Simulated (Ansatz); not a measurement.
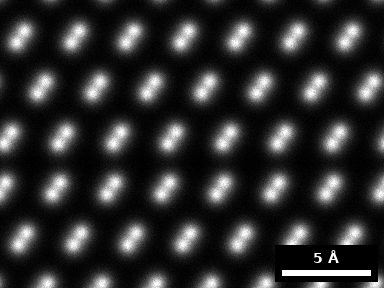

iDPC-like image of Cl (I4_1/amd, No. 141) along [100]. Simulated as the projected potential of neutral atoms (B = 0.3 Å²) blurred by a 0.50 Å probe, the thin-sample limit of integrated differential phase contrast. Shot noise was added.

One planar defect was built into the perfect crystal by geometry alone, without relaxation. Host structure: the geometry relaxed with Ansatz 0.2.0, DFT r2SCAN, scalar-relativistic, plane waves, PAW; the starting structure was generated, so it need not be a known form of this composition.

**Find the planar defect and say what kind it is.**

A planar fault (a stacking fault) runs horizontally about 9 Å below the top edge. The part above it is shifted along the boundary by 1/2 of the 3.13 Å repeat of the rows (1.6 Å to the right, the same as to the left); both parts keep the same orientation.
